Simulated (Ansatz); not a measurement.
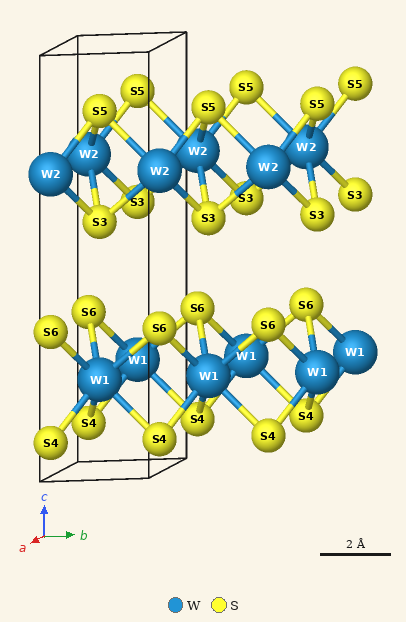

Fig. 1: The structure as given in the input (ball-and-stick view of the cell of the calculation, repeated 2 × 3 × 1, seen slightly off an axis; atoms are numbered from 1 in the order of the input).

**Two runs on WS2**

System: WS2 (P6₃/mmc, 6 atoms in the cell).
Method of the first run: DFT LDA+U, scalar-relativistic, plane waves, PAW, Ueff = 3 eV on W atom 1 d; Ueff = 3 eV on W atom 2 d, spin-polarised (Ansatz 0.2.0).

The structure derives from an entry of the Crystallography Open Database. Text and figures count atoms from 1; the logs count them from 0 in places.

Input file, the first run:
```yaml
crystal:
  lattice:
    - [3.17999949, 0.0, 0.0]
    - [-1.58999974, 2.75396034, 0.0]
    - [0.0, 0.0, 12.49999932]
  atoms:
    - { symbol: W, position: [0.3333333333, 0.6666666667, 0.25], spin: 1.5 }
    - { symbol: W, position: [0.6666666667, 0.3333333333, 0.75], spin: 1.5 }
    - { symbol: S, position: [0.3333333333, 0.6666666667, 0.62] }
    - { symbol: S, position: [0.6666666667, 0.3333333333, 0.12] }
    - { symbol: S, position: [0.3333333333, 0.6666666667, 0.88] }
    - { symbol: S, position: [0.6666666667, 0.3333333333, 0.38] }
basis:
  ecutwfc: 420
  ecutrho_ratio: 4
kpoints:
  mp_grid: { grid: [7, 7, 2] }
hamiltonian:
  xc: lda
  hubbard:
    sites:
      - { site: 0, l: d, u_eff: 3.0, starting_ns: [{ spin: up, occupation_matrix: s0up }, { spin: down, occupation_matrix: s0down }] }
      - { site: 1, l: d, u_eff: 3.0, starting_ns: [{ spin: up, occupation_matrix: s1up }, { spin: down, occupation_matrix: s1down }] }
    occupation_matrices:
      s0up:
        matrix:
          - [0.97, 0.0, 0.0, 0.0, 0.0]
          - [0.0, 0.02, 0.0, 0.0, 0.0]
          - [0.0, 0.0, 0.02, 0.0, 0.0]
          - [0.0, 0.0, 0.0, 0.02, 0.0]
          - [0.0, 0.0, 0.0, 0.0, 0.97]
      s0down:
        matrix:
          - [0.02, 0.0, 0.0, 0.0, 0.0]
          - [0.0, 0.02, 0.0, 0.0, 0.0]
          - [0.0, 0.0, 0.02, 0.0, 0.0]
          - [0.0, 0.0, 0.0, 0.02, 0.0]
          - [0.0, 0.0, 0.0, 0.0, 0.02]
      s1up:
        matrix:
          - [0.97, 0.0, 0.0, 0.0, 0.0]
          - [0.0, 0.02, 0.0, 0.0, 0.0]
          - [0.0, 0.0, 0.02, 0.0, 0.0]
          - [0.0, 0.0, 0.0, 0.02, 0.0]
          - [0.0, 0.0, 0.0, 0.0, 0.97]
      s1down:
        matrix:
          - [0.02, 0.0, 0.0, 0.0, 0.0]
          - [0.0, 0.02, 0.0, 0.0, 0.0]
          - [0.0, 0.0, 0.02, 0.0, 0.0]
          - [0.0, 0.0, 0.0, 0.02, 0.0]
          - [0.0, 0.0, 0.0, 0.0, 0.02]
    ns_hold: { iters: 8 }
scf:
  occupations: { method: gaussian, width: 0.05 }
  lower_state_search: "off"
  max_iter: 150
output:
  forces: true
  stress: true
  eigenvalues: true
  populations: true
  hubbard: { sites: [{ site: 0, l: d }, { site: 1, l: d }] }
magnetization:
  spin_polarized: true
  initial_magnetization: 3.0
  spin_locking: { lock_magnetization: hard }
```

Command:
```bash
ansatz run input.yaml --threads 4 --pin off --max-ram 6144MiB --backend cpu --events-out ev --progress --plain --runs-dir out
```

Hardware: 4 threads of Arm Neoverse V1, 24 GiB of memory available, shared host.

Output, shortened to warnings, some set-up lines, iterations and results (the first run):
```
Warning: crystal.symmetry: narrowed to the stabiliser of the occupation matrices — unitary ops 24 → 8; lowered by the specified shells (site 0, l: d), (site 1, l: d); largest admitted image defect 3.4e-9, smallest excluded 7.1e-1 — at a splitting's scale: the group the occupation matrices' own texture admits
Warning: output.stress: scf.convergence.dr2_threshold = 1e-7 eV (the SCF's general default) is looser than the 6e-10 eV advised for a printed stress (1e-10 eV for each atom of the cell: 6). What an SCF threshold leaves in a stress goes as its square root, and in the free energy as the threshold itself, and one threshold admits the most on a small cell: of the crystals measured, under no hybrid …
WARN: hamiltonian.hubbard: on 2 of 4 specified blocks the occupation matrix of this SCF's result fails the test of the specified filling. At site 0 ↑ (sites count from 0 in the list of atoms of the cell that this SCF solves) the least filled combination of the orbitals specified full has occupation 0.659, and the fullest combination of the orbitals specified empty has occupation 0.659; the …
Basis set: ecut = 420 eV, 2129 PW (Γ)
Symmetry: 8 space group operations
k-points: 32 of 98
Initial density: superposition of atomic densities (chi_scale 0.1, normalization cell)
[...]
SCF iter   1: F=—  HF=-23730.302321 eV  |F-HF|=—  |Δ(HF+E_count)|=         —  Δρ=4.47e-2 (↑4.47e-2 ↓3.11e-2)  dr2=4.80e0  dr2_m=6.37e-1  M=3.000 μB ∫|m|=3.017 μB  β_m=0.30  …
SCF iter   2: F=—  HF=-23729.496112 eV  |F-HF|=—  |Δ(HF+E_count)|=   8.06e-1  Δρ=2.72e-2 (↑2.72e-2 ↓2.12e-2)  dr2=1.17e0  dr2_m=3.09e-1  M=3.000 μB ∫|m|=3.030 μB  β_m=0.47  …
SCF iter   3: F=—  HF=-23729.321250 eV  |F-HF|=—  |Δ(HF+E_count)|=   1.75e-1  Δρ=9.12e-3 (↑9.12e-3 ↓9.04e-3)  dr2=3.28e-1  dr2_m=4.10e-2  M=3.000 μB ∫|m|=3.053 μB  β_m=0.73  …
SCF iter   4: F=—  HF=-23729.277307 eV  |F-HF|=—  |Δ(HF+E_count)|=   4.39e-2  Δρ=1.45e-3 (↑1.45e-3 ↓1.42e-3)  dr2=2.00e-2  dr2_m=1.13e-4  M=3.000 μB ∫|m|=3.069 μB  β_m=0.87  …
SCF iter   5: F=—  HF=-23729.273222 eV  |F-HF|=—  |Δ(HF+E_count)|=   4.09e-3  Δρ=7.90e-4 (↑7.90e-4 ↓6.02e-4)  dr2=8.36e-3  dr2_m=2.32e-5  M=3.000 μB ∫|m|=3.076 μB  β_m=0.88  …
[... 37 lines ...]
SCF iter  43: F=—  HF=-23732.620575 eV  |F-HF|=—  |Δ(HF+E_count)|=   3.48e-5  Δρ=2.47e-5 (↑2.47e-5 ↓1.54e-5)  dr2=2.50e-6  dr2_m=9.56e-8  M=3.000 μB ∫|m|=3.038 μB  …
SCF iter  44: F=—  HF=-23732.620576 eV  |F-HF|=—  |Δ(HF+E_count)|=   1.26e-6  Δρ=2.92e-6 (↑2.92e-6 ↓1.88e-6)  dr2=3.83e-8  dr2_m=1.45e-9  M=3.000 μB ∫|m|=3.037 μB  …
SCF iter  45: F=-23732.620576 eV  HF=-23732.620576 eV  |F-HF|=6.22e-10  |Δ(HF+E_count)|=   3.21e-9  Δρ=4.16e-7 (↑3.60e-7 ↓4.16e-7)  dr2=8.11e-10  dr2_m=2.98e-11  M=3.000 μB …
SCF iter  46: F=-23732.620576 eV  HF=-23732.620576 eV  |F-HF|=6.22e-10  |Δ(HF+E_count)|=    0.00e0  Δρ=4.15e-7 (↑3.61e-7 ↓4.15e-7)  dr2=8.10e-10  dr2_m=2.99e-11  M=3.000 μB …
SCF 1 converged in 46 iterations: F = -23732.620576 eV  dr2 = 8.10e-10
SCF converged after 46 iterations
Stability not told: the lowest value that the SCF's own minimisation read on its close, 1.2e-1 (residual 1.9e-3), is positive but too near zero to vouch for directions that it does not look along: no lower mode is shown, and none is ruled out
Magnetization: 3.0000 μB (27.5000 up, 24.5000 down)
Absolute magnetization: 3.0386 μB (∫|ρ↑−ρ↓|, with the PAW one-centre terms)
Spin contamination: 0.0527 ħ² per cell (⟨S²⟩ above its minimum at these occupations)
Per-site moments (μB) at R_I (Å): [(0.8683964627668332, 1.011375944842273), (0.8683964627668329, 1.011375944842273), (0.05177219346647713, 1.011375944842273), (0.05177219346647705, 1.011375944842273), (0.05177219346647698, 1.011375944842273), (0.05177219346647707, 1.011375944842273)]
Free energy (F): -23732.620576 eV
Harris-Foulkes:  -23732.620576 eV  (|F-HF|=6.22e-10)
Internal energy: -23732.614169 eV  (E = F + TS)
E sigma→0 (E₀):  -23732.617372 eV
Entropy (-TS):   -0.006407 eV (-1.068 meV/atom)
Fermi energy:    11.201697 (↑ 12.225900, ↓ 10.177494) eV
--- Per-component energies (eV) ---
  E_band       = -400.489785
  E_kinetic    = 1332.665624
  E_local      = -3483.652282  (includes V_loc(G=0)·N_el)
  E_nonlocal   = 132.492975
  E_hartree    = 1365.732405
  E_xc         = -915.038279
  E_vxc        = -828.789744  (∫ρ·V_xc dr)
  E_hubbard    = 6.660924  (on-site DFT+U / exact-exchange correction)
  E_vhub       = -1.190616  (the Hubbard potential's part of the band-sum identity)
  E_paw        = -18895.109496  (= ΣΔE_a)
  E_vpaw       = -283.479925  (= ΣTr[D̂ρ^β])
  E_aug_tail   = -0.000118  (compensation charges beyond the density's cutoff)
  E_ewald      = -3277.545019
  E_core_change = 1.179096  (= ΣΔE_core)
  E_smearing   = -0.006407  (= −TS)
  E_closure    = 0.000000  (closes the sum)
  Σ components = -23732.620576   (vs F -23732.620576, Δ=0.00e0)
--- Specified on-site occupations, and those of the state reported ---
  electrons in the specified blocks: 4.2000 specified, 9.6750 found
  site 1 (l=d) ↑: largest change of an orbital's occupation 0.6393; electrons 2.0000 specified, 3.0663 found; spectral distance 0.9599
  site 0 (l=d) ↑: largest change of an orbital's occupation 0.6393; electrons 2.0000 specified, 3.0663 found; spectral distance 0.9599
  site 0 (l=d) ↓: largest change of an orbital's occupation 0.4031; electrons 0.1000 specified, 1.7712 found; spectral distance 0.7590
  site 1 (l=d) ↓: largest change of an orbital's occupation 0.4031; electrons 0.1000 specified, 1.7712 found; spectral distance 0.7590
--- Forces (eV/Å), atoms counted from 1 ---
  atom   1  W     -0.00000000    -0.00000058     0.00000000
  atom   2  W      0.00000000     0.00000058     0.00000000
[...]
```

The input of the second run differs as follows (lines with − go, lines with + come):
```diff
-    - { symbol: W, position: [0.3333333333, 0.6666666667, 0.25], spin: 1.5 }
-    - { symbol: W, position: [0.6666666667, 0.3333333333, 0.75], spin: 1.5 }
+    - { symbol: W, position: [0.3333333333, 0.6666666667, 0.25], spin: 2.2 }
+    - { symbol: W, position: [0.6666666667, 0.3333333333, 0.75], spin: 2.2 }
-  initial_magnetization: 3.0
+  initial_magnetization: 4.4
```

What does this change do to the results?

The total moment is fixed by the input in the first run and the second run, so the state need not be the lowest. With the same functional and potentials, the second run lies 256.2 meV per atom higher. The net moment of the cell goes from 3.00 to 4.40 μB. The pressure goes from −2.72 to 2.87 GPa. The largest force goes from 0.752 to 0.487 eV/Å. On the same kind of shared host the second run took about 0.29 times as long.

Output, shortened to warnings, some set-up lines, iterations and results (the second run):
```
Warning: crystal.symmetry: narrowed to the stabiliser of the occupation matrices — unitary ops 24 → 8; lowered by the specified shells (site 0, l: d), (site 1, l: d); largest admitted image defect 3.4e-9, smallest excluded 7.1e-1 — at a splitting's scale: the group the occupation matrices' own texture admits
Warning: output.stress: scf.convergence.dr2_threshold = 1e-7 eV (the SCF's general default) is looser than the 6e-10 eV advised for a printed stress (1e-10 eV for each atom of the cell: 6). What an SCF threshold leaves in a stress goes as its square root, and in the free energy as the threshold itself, and one threshold admits the most on a small cell: of the crystals measured, under no hybrid …
WARN: hamiltonian.hubbard: on 2 of 4 specified blocks the occupation matrix of this SCF's result fails the test of the specified filling. At site 0 ↑ (sites count from 0 in the list of atoms of the cell that this SCF solves) the least filled combination of the orbitals specified full has occupation 0.783, and the fullest combination of the orbitals specified empty has occupation 0.783; the …
Basis set: ecut = 420 eV, 2129 PW (Γ)
Symmetry: 8 space group operations
k-points: 32 of 98
Initial density: superposition of atomic densities (chi_scale 0.1, normalization cell)
[...]
SCF iter   1: F=—  HF=-23728.686719 eV  |F-HF|=—  |Δ(HF+E_count)|=         —  Δρ=5.51e-2 (↑5.51e-2 ↓3.67e-2)  dr2=4.63e0  dr2_m=1.37e0  M=4.400 μB ∫|m|=4.401 μB  β_m=0.30  …
SCF iter   2: F=—  HF=-23728.120280 eV  |F-HF|=—  |Δ(HF+E_count)|=   5.66e-1  Δρ=3.61e-2 (↑3.61e-2 ↓2.67e-2)  dr2=1.55e0  dr2_m=6.71e-1  M=4.400 μB ∫|m|=4.402 μB  β_m=0.57  …
SCF iter   3: F=—  HF=-23727.938342 eV  |F-HF|=—  |Δ(HF+E_count)|=   1.82e-1  Δρ=6.66e-3 (↑5.51e-3 ↓6.66e-3)  dr2=1.24e-1  dr2_m=2.13e-2  M=4.400 μB ∫|m|=4.404 μB  β_m=0.76  …
SCF iter   4: F=—  HF=-23727.924428 eV  |F-HF|=—  |Δ(HF+E_count)|=   1.39e-2  Δρ=1.03e-3 (↑1.03e-3 ↓1.00e-3)  dr2=9.02e-3  dr2_m=3.43e-5  M=4.400 μB ∫|m|=4.405 μB  β_m=0.88  …
SCF iter   5: F=—  HF=-23727.922740 eV  |F-HF|=—  |Δ(HF+E_count)|=   1.69e-3  Δρ=5.59e-4 (↑5.59e-4 ↓4.00e-4)  dr2=3.90e-3  dr2_m=2.89e-5  M=4.400 μB ∫|m|=4.405 μB  β_m=0.91  …
[... 14 lines ...]
SCF iter  20: F=—  HF=-23731.083209 eV  |F-HF|=—  |Δ(HF+E_count)|=   7.26e-6  Δρ=2.36e-5 (↑2.36e-5 ↓1.97e-5)  dr2=1.54e-6  dr2_m=1.73e-7  M=4.400 μB ∫|m|=4.425 μB  β_m=0.99  …
SCF iter  21: F=—  HF=-23731.083211 eV  |F-HF|=—  |Δ(HF+E_count)|=   1.68e-6  Δρ=1.18e-5 (↑1.18e-5 ↓5.89e-6)  dr2=1.84e-7  dr2_m=3.96e-8  M=4.400 μB ∫|m|=4.425 μB  β_m=1.00  …
SCF iter  22: F=-23731.083211 eV  HF=-23731.083211 eV  |F-HF|=4.63e-8  |Δ(HF+E_count)|=   1.07e-7  Δρ=6.85e-6 (↑6.85e-6 ↓1.01e-6)  dr2=2.70e-8  dr2_m=1.16e-8  M=4.400 μB …
SCF iter  23: F=-23731.083211 eV  HF=-23731.083211 eV  |F-HF|=1.62e-9  |Δ(HF+E_count)|=   1.20e-7  Δρ=2.02e-6 (↑2.02e-6 ↓3.21e-7)  dr2=3.57e-9  dr2_m=9.31e-10  M=4.400 μB …
SCF 1 converged in 23 iterations: F = -23731.083211 eV  dr2 = 3.57e-9
SCF converged after 23 iterations
Stability checked in part: among states of this total moment the steps that led to this state did not find it unstable. No probe was made; neither looks for a lower state of another moment (fixed_total_moment; see scf.lower_state_search)
Magnetization: 4.4000 μB (28.2000 up, 23.8000 down)
Absolute magnetization: 4.4266 μB (∫|ρ↑−ρ↓|, with the PAW one-centre terms)
Spin contamination: 0.0632 ħ² per cell (⟨S²⟩ above its minimum at these occupations)
Per-site moments (μB) at R_I (Å): [(1.209003350534265, 1.011375944842273), (1.209003350534265, 1.011375944842273), (0.10512751566584395, 1.011375944842273), (0.10512751566584383, 1.011375944842273), (0.10512751566584375, 1.011375944842273), (0.10512751566584384, 1.011375944842273)]
Free energy (F): -23731.083211 eV
Harris-Foulkes:  -23731.083211 eV  (|F-HF|=1.62e-9)
Internal energy: -23731.076791 eV  (E = F + TS)
E sigma→0 (E₀):  -23731.080001 eV
Entropy (-TS):   -0.006420 eV (-1.070 meV/atom)
Fermi energy:    10.869845 (↑ 12.229917, ↓ 9.509772) eV
--- Per-component energies (eV) ---
  E_band       = -395.676764
  E_kinetic    = 1338.054567
  E_local      = -3491.295228  (includes V_loc(G=0)·N_el)
  E_nonlocal   = 134.465718
  E_hartree    = 1370.047585
  E_xc         = -915.877040
  E_vxc        = -829.920313  (∫ρ·V_xc dr)
  E_hubbard    = 5.966485  (on-site DFT+U / exact-exchange correction)
  E_vhub       = -2.527581  (the Hubbard potential's part of the band-sum identity)
  E_paw        = -18896.072837  (= ΣΔE_a)
  E_vpaw       = -284.546673  (= ΣTr[D̂ρ^β])
  E_aug_tail   = -0.000119  (compensation charges beyond the density's cutoff)
  E_ewald      = -3277.545019
  E_core_change = 1.179096  (= ΣΔE_core)
  E_smearing   = -0.006420  (= −TS)
  E_closure    = 0.000000  (closes the sum)
  Σ components = -23731.083211   (vs F -23731.083211, Δ=0.00e0)
--- Specified on-site occupations, and those of the state reported ---
  electrons in the specified blocks: 4.2000 specified, 9.6404 found
  site 0 (l=d) ↑: largest change of an orbital's occupation 0.7628; electrons 2.0000 specified, 3.3170 found; spectral distance 1.0169
  site 1 (l=d) ↑: largest change of an orbital's occupation 0.7628; electrons 2.0000 specified, 3.3170 found; spectral distance 1.0169
  site 0 (l=d) ↓: largest change of an orbital's occupation 0.3929; electrons 0.1000 specified, 1.5032 found; spectral distance 0.6633
  site 1 (l=d) ↓: largest change of an orbital's occupation 0.3929; electrons 0.1000 specified, 1.5032 found; spectral distance 0.6633
--- Forces (eV/Å), atoms counted from 1 ---
  atom   1  W     -0.00000000    -0.00000974     0.00000000
  atom   2  W      0.00000000     0.00000974     0.00000000
[...]
```

The two runs side by side:

| quantity | the first run | the second run |
| --- | --- | --- |
| outcome | converged | converged |
| free energy per atom (eV) | −3955.4368 | −3955.1805 |
| energy per atom, smearing taken to zero (eV) | −3955.4362 | −3955.1800 |
| gap on the mesh (eV) | 0.00 | 0.00 |
| net moment of the cell (μB) | 3.00 | 4.40 |
| absolute moment of the cell (μB) | 3.04 | 4.43 |
| pressure (GPa) | −2.72 | 2.87 |
| largest force (eV/Å) | 0.752 | 0.487 |
| irreducible k-points | 32 | 32 |
| plane waves at Γ | 2129 | 2129 |
| wall time (shared host) | 55 s | 16 s |

For both runs: Warnings: the typed occupations were not kept; the SCF threshold is looser than advised for the printed stress; the occupation matrices lower the symmetry. Spin–orbit coupling is left out, which matters for W.
